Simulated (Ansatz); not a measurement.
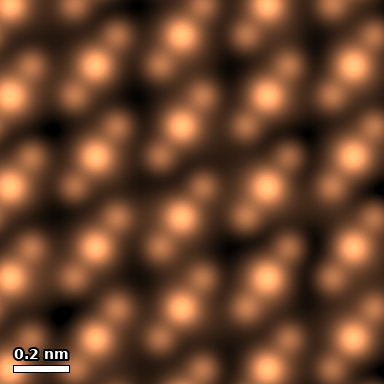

iDPC-like image of CaF$_{2}$ (Fm-3m, No. 225). Simulated as the projected potential of neutral atoms (B = 0.5 Å²) blurred by a 0.68 Å probe, the thin-sample limit of integrated differential phase contrast. The display is stretched by a gamma of 0.65; percentages refer to the linear signal. The speckle of an amorphous layer was added. Atomic positions: the geometry relaxed with DFT PBEsol, scalar-relativistic, plane waves, PAW (Ansatz 0.2.0).

```cif
data_structure
_symmetry_space_group_name_H-M 'Fm-3m'
_symmetry_Int_Tables_number 225
_cell_length_a 5.4205
_cell_length_b 5.4205
_cell_length_c 5.4205
_cell_angle_alpha 90.000
_cell_angle_beta 90.000
_cell_angle_gamma 90.000
_cell_volume 159.26
loop_
_atom_site_label
_atom_site_type_symbol
_atom_site_symmetry_multiplicity
_atom_site_Wyckoff_symbol
_atom_site_fract_x
_atom_site_fract_y
_atom_site_fract_z
_atom_site_occupancy
Ca1 Ca 4 a 0.00000 0.00000 0.00000 1
F1 F 8 c 0.25000 0.75000 0.75000 1
```

**Along which zone axis is the crystal seen: [221], [111], [211] or [110]? (Directions equivalent by symmetry count as one.)**

[110]. The projected cells are 1.28 × 2.02 Å, 108° for [221]; 2.21 × 2.21 Å, 120° for [111]; 1.92 × 3.13 Å, 90° for [211]; 3.32 × 3.32 Å, 109° for [110], and the image repeats as the [110] one does.
